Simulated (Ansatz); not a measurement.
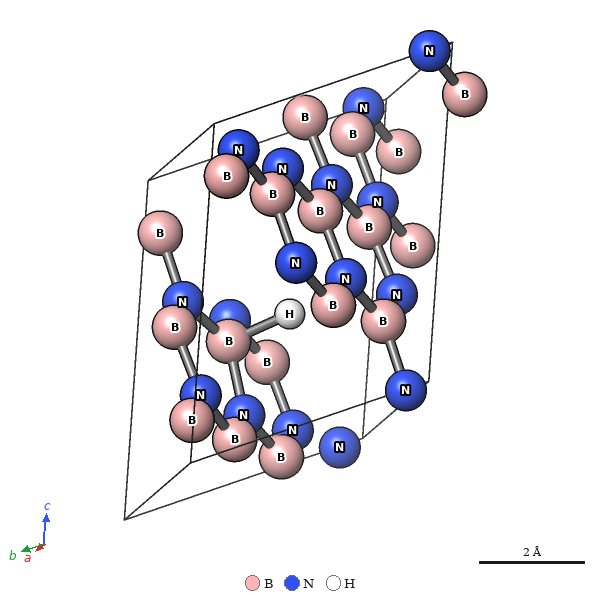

A ball-and-stick rendering, viewed from a general direction. Lines trace the edges of the supercell. The host is BN, in a cell of 24 sites, and the cell is neutral.

Describe the defect.

An interstitial hydrogen atom. It is bonded to one B at about 1.3 Å.

Theory: DFT PBE+D3(BJ), scalar-relativistic, plane waves, PAW in Ansatz. Numerical settings: a kinetic-energy cutoff of 420 eV, k-point mesh 2×2×2, Gaussian smearing of 0.01 eV, collinear spins.

Does the defect carry a magnetic moment?

Yes, 1.0 μB in the cell.

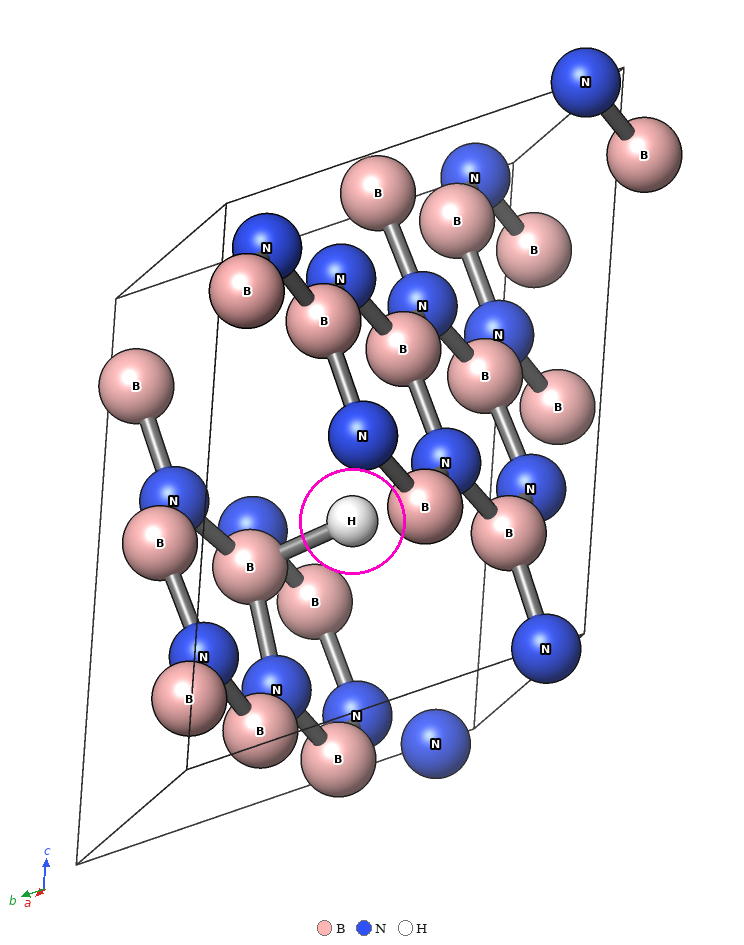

The same cell with a ring at the defect's site.

The atoms were relaxed in the host's cell with Ansatz, DFT PBE+D3(BJ), scalar-relativistic, plane waves, PAW.
